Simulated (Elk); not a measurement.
# Site moments and magnetic energies of NiAs-type MnSe under added and removed charge, LDA with Elk

The decision is whether charging is a plausible way to switch NiAs-type MnSe between opposed and parallel order, or whether it would only alter the size of the moments. A gated or doped magnetic layer needs the two orders to be close in energy while the moments survive. We calculate both orders in LDA at fixed geometry, for charges from −0.4 to +0.4 e per Mn, where a positive sign means added electrons. Magnetic energy gains are measured against the unpolarised run at the same charge, and the order energy is that of the opposed state less that of the parallel state. The opposed state reverses the Mn neighbours at 2.99 Å and keeps those at 3.86 Å parallel.

## Computational details

One system, MnSe (NiAs-type, P6_3/mmc), 4 atom(s) a primitive cell, from cells of the Materials Project database (relaxed there by DFT). Elk 11.2.3, all-electron APW+lo with RKmax 7, scalar-relativistic valence, Fermi-Dirac smearing of 0.082 eV, k meshes whose coarsest spacing along a reciprocal vector is 0.31 1/Å over all runs (2π included). Functional: LDA, no Hubbard U; collinear spins, no spin-orbit coupling. Atoms stay at fixed fractions of the cell and the mesh divisions are held. At each point the moments on Mn are started parallel, opposed (signs +-) and without spin polarisation. Of the opposed order at the middle point, it reverses 2 of 2 magnetic neighbours at 2.99 Å and 0 of 6 magnetic neighbours at 3.86 Å. Runs that did not converge or carry a known fault are not listed. The same in all rows: metal or insulator in the run from the parallel start, judged by its smearing entropy or density of states at the Fermi energy (a gap under a few smearing widths counts as a metal): metal.

Notes on method and selection:

- Each state is what a run reaches from typed starting moments; only a few collinear orders were started, so the lowest found need not be the ground state. Spin-orbit coupling is left out of these energies, which are free energies at the smearing width. A magnetic atom is one that was given a starting moment.
- Site moments count the spin inside each program's own atomic sphere, so they depend somewhat on its radius and leave out the spin between the spheres.
- A measured moment is set beside the table only where the run ends ferromagnetic and the measured order is ferromagnetic too.
- Runs that did not converge, have known faults or may not be shown are not listed, and runs on Ansatz's PAW sets soft_1 and soft_2 are kept to separate tables.

Columns:

- added charge (e per magnetic atom): electrons added per magnetic atom (negative: removed), balanced by a uniform background.
- net moment (μB): net spin moment of that run per magnetic atom.
- moment, opposed (μB): largest site spin moment reached from the opposed start.
- gain, opposed (meV): energy of the run without spin polarisation less that of the run from the opposed start, per magnetic atom.
- moment (μB): largest site spin moment reached from the parallel start.
- magnetic energy gain (meV): energy of the run without spin polarisation less that of the parallel start, per magnetic atom (positive: magnetism is favoured).
- E(opposed) - E(parallel) (meV): energy of the run from the opposed start less that of the parallel start, per magnetic atom (positive: parallel is favoured); blank where a pattern was lost.

Input lines of one member:

```
tasks
  0
xctype
  3
rgkmax
  7.0
nempty
  12
swidth
  0.003
spinpol
  .true.
ngridk
  6 6 6
```

Command (options for logging and memory left out): `elk`

## The series

| member | added charge (e per magnetic atom) | net moment (μB) | moment, opposed (μB) | gain, opposed (meV) | moment (μB) | magnetic energy gain (meV) | E(opposed) - E(parallel) (meV) |
| --- | --- | --- | --- | --- | --- | --- | --- |
| −0.4 e | −0.4 | 4.11 | 3.86 | 1403.5 | 3.909 | 1361.5 | −42.0 |
| −0.2 e | −0.2 | 4.15 | 3.91 | 1379.5 | ? | ? | ? |
| +0 e | 0.0 | 4.17 | 3.96 | 1330.6 | 3.868 | 1167.2 | −163.4 |
| +0.2 e | 0.2 | 4.20 | 3.85 | 1226.1 | 3.849 | 1065.0 | −161.1 |
| +0.4 e | 0.4 | 4.17 | 3.71 | 1104.4 | 3.795 | 961.6 | −142.8 |

Cells marked ? are withheld until the estimate has been made.

Least-squares fits to the members shown, with x = added charge (e per magnetic atom); R² and errors in the fitted variable (y, or ln y where the fit is in ln y):

| y | members | fit | R² | rms residual | leave-one-out rms | the same for the mean of the others |
| --- | --- | --- | --- | --- | --- | --- |
| moment (μB) | 4 | y = 3.862 − 0.1339 x | 0.93 | 0.011 | 0.028 | 0.055 |
| E(opposed) - E(parallel) (meV) | 4 | y = −120.6 − 134.5 x | 0.64 | 30 | 88 | 67 (fit no better) |

## Why the values move as they do

Charge changes the energies far more than the moments. In the parallel state the Mn site moment falls from 3.909 μB at −0.4 e to 3.795 μB at +0.4 e, about 3%, while the magnetic energy gain falls from 1361.5 to 961.6 meV per Mn. The mean slope of the gain is (961.6 − 1361.5) / 0.8 = −500 meV per electron.

At fixed geometry the slope of an energy difference with electron number is the difference of the two Fermi levels, $d(E_a-E_b)/dN=\mu_a-\mu_b$. The falling gain therefore means that an added electron enters the magnetic state at a higher level than the unpolarised one. This fits a nearly half-filled Mn d shell, in which the majority states are occupied and further d electrons must enter minority states raised by exchange.

The opposed site moment is largest in the neutral cell, 3.96 μB, and drops to 3.86 μB at −0.4 e and 3.71 μB at +0.4 e. Removing majority electrons and adding minority electrons both reduce it.

Opposed order is lower in energy in all four rows that give the comparison, but its lead shrinks from 163.4 meV per Mn in the neutral cell to 42.0 meV at −0.4 e. The mean slope on that side is (−163.4 − (−42.0)) / 0.4 = −304 meV per electron. The neutral opposed state has its Fermi level in a dip of the density of states, so electrons must be removed from below the dip, which costs more than removing them from the parallel state. On the other side the lead falls only to 142.8 meV at +0.4 e. A single straight line misses this asymmetry and does no better than the mean.

Electron removal is thus the more promising direction for switching, though no listed charge achieves it. LDA without U tends to overstate antiferromagnetic coupling in manganese compounds, so the charge needed for a reversal remains uncertain.

## Prediction

Plain estimates from the members shown:

- −0.2 e, fit at x = −0.2: 3.889 μB
- −0.2 e, straight-line interpolation between −0.4 e and +0 e: w = (−0.2 − (−0.4)) / (0.0 − (−0.4)) = 0.500, so 3.909 + 0.500 × (3.868 − 3.909) = 3.888 μB

The missing quantity is the Mn site moment of the parallel state at −0.2 e. Its net moment is known, 4.15 μB, and lies between those at −0.4 e and in the neutral cell, which suggests the same magnetic solution. We therefore interpolate only the part of the net moment that lies outside the Mn sphere, on Se and between the spheres.

That part is 4.11 − 3.909 = 0.201 μB at −0.4 e and 4.17 − 3.868 = 0.302 μB in the neutral cell. Halfway between them it is (0.201 + 0.302) / 2 = 0.2515 μB, which gives a site moment of 4.15 − 0.2515 = 3.899 μB. Direct interpolation of the site moment gives 3.888 μB; the difference arises because the net moment at −0.2 e lies 0.01 μB above the midpoint of its neighbours.

The same route can be tried at +0.2 e from the members at 0 and +0.4 e. The outside part is then (0.302 + 0.375) / 2 = 0.3385 μB, and the site moment 4.20 − 0.3385 = 3.862 μB, against 3.849 μB in the table. Direct interpolation gives (3.868 + 3.795) / 2 = 3.8315 μB there, a slightly larger miss. We keep the route that uses the member's own net moment and take its miss, about 0.012 μB, as one standard deviation. Rounding of the net moments contributes a few thousandths of a μB and is covered by this error.

**Committed estimate, −0.2 e: moment = 3.899 ± 0.012 μB.**

## The answer

| member | added charge (e per magnetic atom) | net moment (μB) | moment, opposed (μB) | gain, opposed (meV) | moment (μB) | magnetic energy gain (meV) | E(opposed) - E(parallel) (meV) |
| --- | --- | --- | --- | --- | --- | --- | --- |
| −0.2 e | −0.2 | 4.15 | 3.91 | 1379.5 | 3.892 | 1266.9 | −112.5 |

| member | estimate | moment (μB) | computed | estimate − computed | miss in error bars |
| --- | --- | --- | --- | --- | --- |
| −0.2 e | committed | 3.899 | 3.892 | +0.007 | 0.6 |
| −0.2 e | fit | 3.889 | 3.892 | −0.003 |  |
| −0.2 e | interpolation | 3.888 | 3.892 | −0.004 |  |

moment (μB) against added charge (e per magnetic atom):

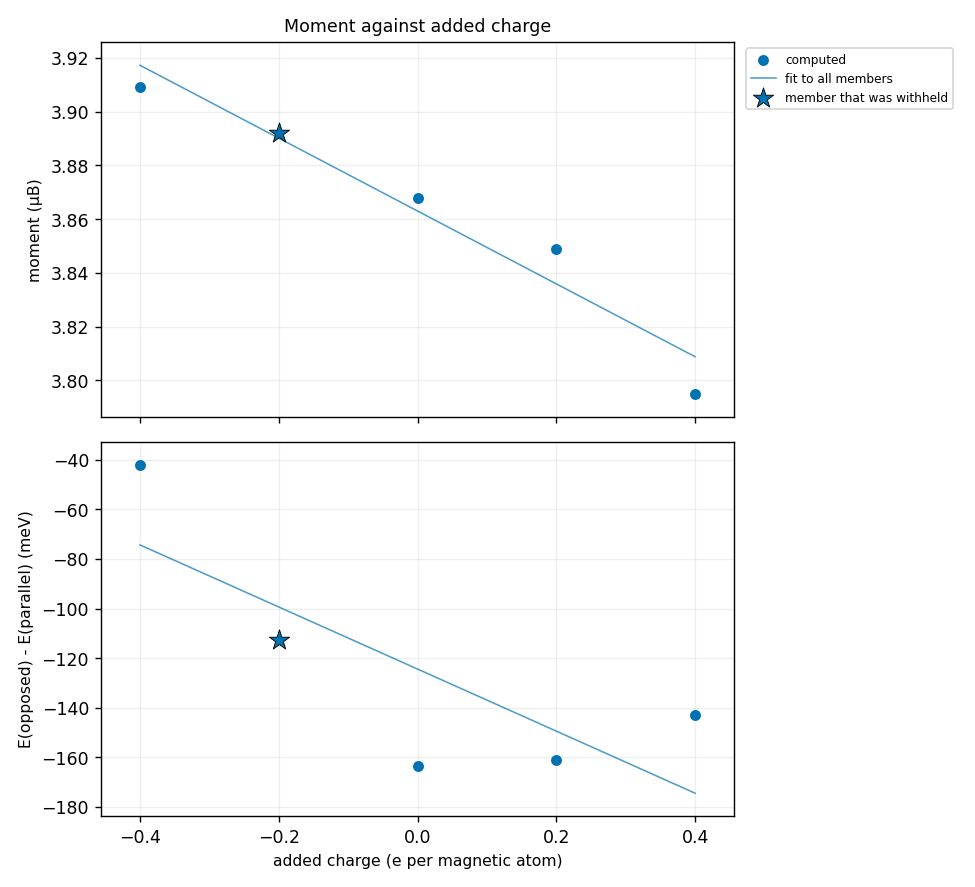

The run gives 3.892 μB at −0.2 e. Our 3.899 ± 0.012 μB is 0.007 μB too high, inside its error bar but slightly worse than the fit and the direct interpolation, which miss by 0.003 and 0.004 μB.

The assumption of one smooth magnetic solution held. Using the member's own net moment brought no gain: the spin outside the Mn sphere is 4.15 − 3.892 = 0.258 μB, against the 0.2515 μB we assumed. The trial at +0.2 e had erred in the same direction, though the present difference is close to the rounding of the net moments.

The series also corrects our earlier account of the parallel state, in which added electrons went into minority states. That would lower the net moment by one μB per electron. Instead it rises from 4.11 μB at −0.4 e to 4.20 μB at +0.2 e, or 0.09 / 0.6 = 0.15 μB per electron, so both spin channels fill, the majority slightly more. The Mn site moment falls meanwhile, so the growth of the net moment lies on Se and between the spheres. The magnetic state still has the higher Fermi level, as the falling gain requires, but this can't be put down to minority states alone.

## Members off the line

Least-squares fits to the whole series, with x = added charge (e per magnetic atom); R² and errors in the fitted variable (y, or ln y where the fit is in ln y):

| y | members | fit | R² | rms residual | leave-one-out rms | the same for the mean of the others |
| --- | --- | --- | --- | --- | --- | --- |
| moment (μB) | 5 | y = 3.863 − 0.1355 x | 0.94 | 0.0096 | 0.020 | 0.049 |
| E(opposed) - E(parallel) (meV) | 5 | y = −124.4 − 125.1 x | 0.62 | 28 | 56 | 56 (fit hardly better) |

Largest departures from the fit to the whole series:

| member | moment (μB) | fit | computed − fit | in rms residuals |
| --- | --- | --- | --- | --- |
| +0.4 e | 3.795 | 3.809 | −0.014 | 1.4 |
| +0.2 e | 3.849 | 3.836 | +0.013 | 1.4 |
| −0.4 e | 3.909 | 3.917 | −0.008 | 0.9 |
| +0 e | 3.868 | 3.863 | +0.005 | 0.5 |

No site moment stands out from the line; the largest departure is 1.4 rms residuals. The −0.014 μB at +0.4 e belongs to a steeper last step, 3.795 − 3.849 = −0.054 μB, against −0.017 to −0.024 μB in the earlier steps. The net moment also turns down there, from 4.20 to 4.17 μB, so the last electrons go more into minority states. The +0.013 μB at +0.2 e is the other side of the same bend.

The order energy is bent more strongly. The neutral cell lies −163.4 − (−124.4) = −39.0 meV per Mn from its line, on the side that favours opposed order. This fits the low density of states at the Fermi energy of the neutral opposed state, an advantage that charge of either sign reduces.

## What to take away

Charging alone does not switch the order in these runs: at every listed charge from −0.4 to +0.4 e per Mn, opposed order stays below parallel order. Nor does it mainly alter the moments, since the parallel site moment falls by only 3.909 − 3.795 = 0.114 μB while the order energy changes severalfold. A line estimates a left-out moment to about 0.020 μB, against 0.049 μB for the mean. For the order energy the line is hardly better than the mean. Interpolating it halfway between −0.4 e and the neutral cell gives (−42.0 + (−163.4)) / 2 = −102.7 meV at −0.2 e, which is −102.7 − (−112.5) = 9.8 meV above the computed value.

For a device estimate, removing 0.1 e per Mn costs opposed order about 25 meV per Mn between 0 and −0.2 e, and about 35 meV between −0.2 and −0.4 e.

The main omission is stronger correlation on Mn, as a Hubbard U would add. It would typically raise the site moment by a few tenths of a μB, more than the whole spread of the parallel site moment here, and weaken the preference for opposed order, possibly by tens of meV per Mn. The remaining lead of 42.0 meV at −0.4 e is therefore the least secure.

[Logs are printed without paths, hosts, clocks, repeated set-up lines and the standing remarks that a program may print on its own settings, such as how far it seeks lower states.]
